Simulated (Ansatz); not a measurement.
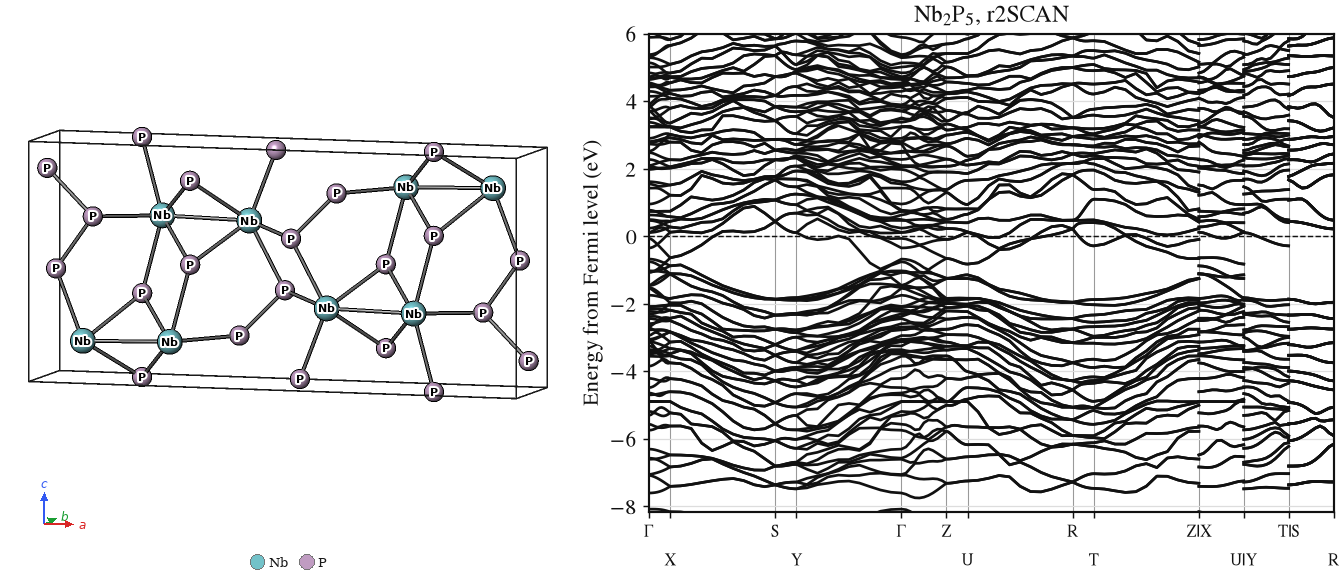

Band structure, beside the structure. Energies are counted from the Fermi level.

System: Nb₂P₅, space group Pnma (No. 62), 28 atoms in the cell; a = 16.74 Å, b = 3.38 Å, c = 7.92 Å, α = 90.00°, β = 90.00°, γ = 90.00°.

Computed with Ansatz: DFT r2SCAN, scalar-relativistic, plane waves, PAW, no spin polarisation, 2×10×6 k mesh, 500 eV cutoff, Gaussian smearing of 0.1 eV.

Question: Metal, semiconductor or insulator?

Answer: A metal: bands cross the Fermi level along this path.

Question: Which levels at R lie nearest to the Fermi level?

Answer: At R the nearest levels lie 1.96 eV below and 0.21 eV above the Fermi level.
